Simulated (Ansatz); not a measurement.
Input structure:

```
Mo S
1.0
     3.26704    0.00000    0.00000
    -1.63352    2.82934    0.00000
     0.00000    0.00000   12.37835
Mo S
2 4
Direct
  0.66667 0.33333 0.25000
  0.33333 0.66667 0.75000
  0.66667 0.33333 0.62736
  0.33333 0.66667 0.37264
  0.66667 0.33333 0.87264
  0.33333 0.66667 0.12736
```

Before looking at a picture, describe the arrangement of atoms.

Chemical formula MoS2. It belongs to space group P6_3/mmc (No. 194) and has a primitive hexagonal lattice. The arrangement is known as 2H molybdenite (MoS₂) type. The cell comprises 2 formula units: 2 Mo, 4 S. The polyhedra are MoS6 trigonal prisms; they share edges. Each Mo has six S in a trigonal prismatic arrangement at 2.42 Å. Each S is bonded to three Mo in a trigonal pyramidal arrangement at 2.42 Å. Not all metal-metal contacts are counted. The bonds build MoS2 layers parallel to (001).

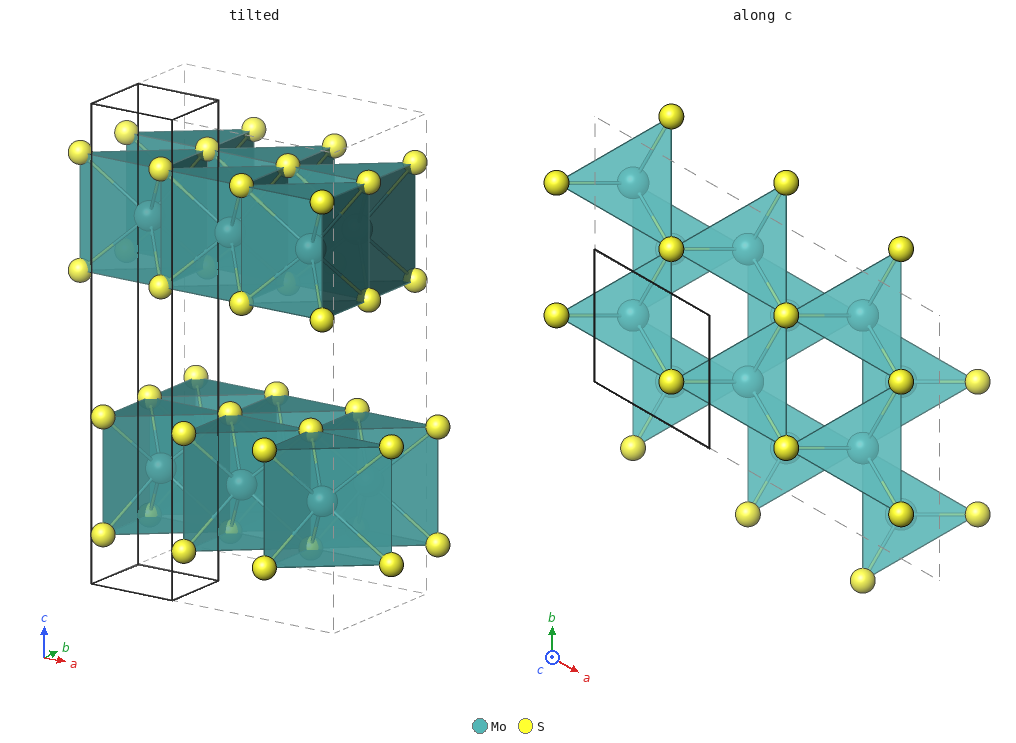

A polyhedral picture of a crystal structure, seen slightly off an axis and along the c axis. The conventional unit cell (solid box) is repeated to 3×2×1 cells. A few atoms beyond the faces are included. Colours: molybdenum teal, sulfur yellow.

It goes back to a structure listed in the Materials Project. The cell was then strained or its atoms displaced on purpose. An electronic-structure calculation with Ansatz was run on it.

At this level of theory the cell isn't at rest (stretched, at -6 GPa), so its distances can differ from those at equilibrium, the more so the softer the solid.
